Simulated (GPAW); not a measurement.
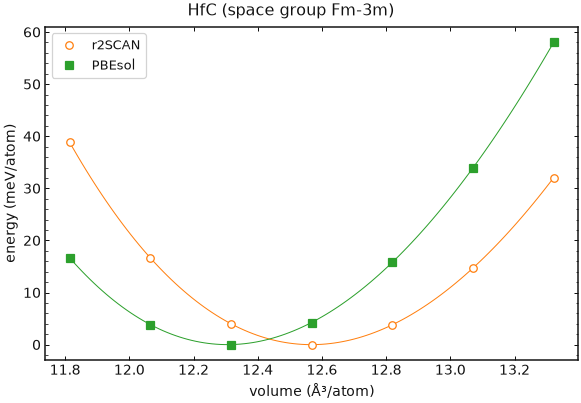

Figure. Energy against volume, with one curve for each functional, for HfC (space group Fm-3m).

Settings that differ: r2SCAN: potentials GPAW-PAW-data-sets-(gpaw-data-1.2.1); PBEsol: potentials PAW-data-sets-made-by gpaw-setup-for-the-functional.

The fitted equilibrium volumes, smallest first, are PBEsol 12.306, r2SCAN 12.567 Å³/atom. The fitted bulk moduli, smallest first, are r2SCAN 249.3, PBEsol 253.4 GPa.

Method: PAW DFT in plane waves, on a grid or in atomic orbitals, no spin polarisation; energies at scaled volumes of the given cell, shape and fractions fixed, counted from the fit's minimum, third-order Birch-Murnaghan fit (GPAW 26.7.0). All runs: no spin polarisation.

```tsv
setting	value
k mesh	10×10×10
occupations	Fermi–Dirac
smearing width	0.05 eV
wave cutoff	800 eV
```
